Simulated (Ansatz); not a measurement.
Structure data:

```yaml
crystal:
  lattice:
    - [3.83959, 0.00000, 0.00000]
    - [-1.91979, 3.32518, 0.00000]
    - [0.00000, 0.00000, 4.78964]
  atoms:
    - { symbol: Ni, position: [0.66667, 0.33333, 0.25000] }
    - { symbol: Ni, position: [0.33333, 0.66667, 0.75000] }
    - { symbol: Ni, position: [0.00000, 0.00000, 0.00000] }
    - { symbol: Ni, position: [0.00000, 0.00000, 0.50000] }
    - { symbol: Ge, position: [0.66667, 0.33333, 0.75000] }
    - { symbol: Ge, position: [0.33333, 0.66667, 0.25000] }
```

**Work out the structure from the coordinates.**

The structure is one of Ni2Ge. Space group: P6_3/mmc (No. 194). Lattice: primitive hexagonal. The prototype is Ni₂In type. Content of the cell: 4 Ni, 2 Ge (Z = 2). The Ge atoms are each bonded to eleven Ni at 2.22 to 2.52 Å. Ni takes two kinds of site: 2d with six Ni and five Ge (2.52 Å to Ni, 2.22 to 2.39 Å to Ge); 2a with eight Ni and six Ge (2.39 to 2.52 Å to Ni, 2.52 Å to Ge). The bonds build a three-dimensional framework.

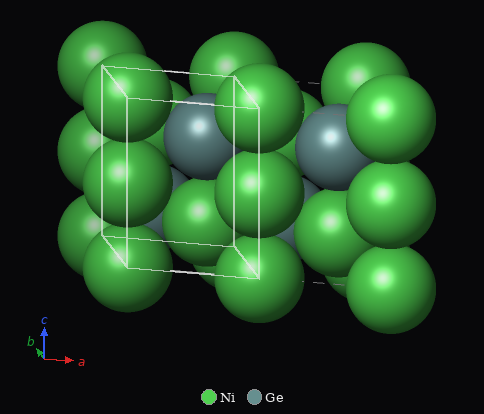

Structure drawing (space-filling), viewed slightly off an axis. A 2×1×1 array of cells is drawn; the conventional unit cell has the solid edges.

Its origin is a structure listed in the Materials Project. It was relaxed with Ansatz 0.2.0, DFT PBEsol, scalar-relativistic, plane waves, PAW under a constraint or pressure on the cell, so some stress remains.

At this level of theory the cell isn't at rest (compressed, at 30 GPa), so its distances can differ from those at equilibrium, the more so the softer the solid.
